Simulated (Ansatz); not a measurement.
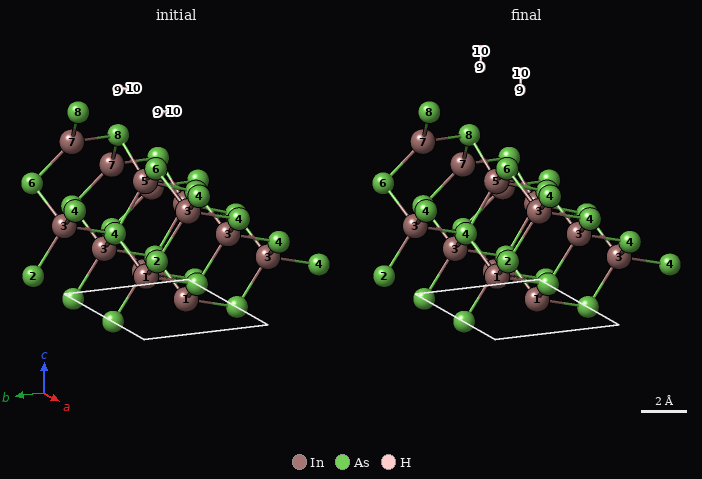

The structure of a slab of composition In2As2H (cut from the F-43m phase) before (left) and after (right) a constrained relaxation, at one scale.

The picture is a ball-and-stick view of the 2 × 1 repeat of the cell, outlined in the plane, without the vacuum, seen from a free direction.

Case: H2 put at a top As site. The slab is the (1 1 0) face of InAs with H2 on it. 4 atoms are held fixed.

All numbers below come from DFT PBEsol, scalar-relativistic, plane waves, PAW (Ansatz 0.2.0).

Input
```yaml
crystal:
  lattice:
    - [4.3044884345, 0.0, 0.0]
    - [0.0, 6.0874659231, 0.0]
    - [0.0, 0.0, 25.4567326517]
  atoms:
    - { symbol: In, position: [0.5, 0.5, 0.3338998809] }
    - { symbol: As, position: [0.0, 0.25, 0.3338998809] }
    - { symbol: In, position: [0.0, 0.0, 0.4184450677] }
    - { symbol: As, position: [0.5, 0.75, 0.4184450677] }
    - { symbol: In, position: [0.5, 0.5069416486, 0.5076704862] }
    - { symbol: As, position: [0.0, 0.2589646902, 0.5027477949] }
    - { symbol: In, position: [0.0, -0.0614638725, 0.5698342535] }
    - { symbol: As, position: [0.5, 0.7253852633, 0.5973610945] }
    - { symbol: H, position: [0.5, 0.7253852633, 0.6798540062] }
    - { symbol: H, position: [0.5032156897, 0.6022022728, 0.6798540062] }
basis:
  ecutwfc: 420
kpoints:
  mp_grid: { grid: [7, 5, 1] }
hamiltonian:
  xc: pbesol
scf:
  occupations: { method: gaussian, width: 0.1 }
output:
  forces: true
  eigenvalues: true
relax:
  adjacent_minimum: "off"
  f_tol: 0.03
  max_steps: 70
  constraints: [{ sites: [0, 1, 2, 3] }]
efield:
  axis: 3
  dipole_correction: true
  ramp_width: 0.04
```

Launched with:
```bash
ansatz run input.yaml --threads 4 --pin off --max-ram 10240MiB --backend cpu --events-out ev --progress --plain --runs-dir out
```

### Summarise the run.

After 16 accepted moves (22 points after the start) the energy has fallen by 0.809 eV per cell of the calculation. The largest force component goes from 1.6 to 0.0079 eV/Å. The line search rejected the trial steps at points 9, 11, 16, 17, 21 of the run. 1 step only repeated the SCF at the same geometry. The forces were under the threshold at step 15, but the run went on from there. H10 moves most: 1.75 Å along the normal (+c). By element the largest moves are H 1.75 Å, In 0.01 Å, As 0.01 Å. The cell stays as it was. Near-neighbour distances that change, for instance: As8–H9 2.100 → 3.132 Å, H9–H10 0.750 → 0.761 Å.

Limits of the set-up: the periodic images lie only 4.3 Å apart, so the values are limited by the cell's size.
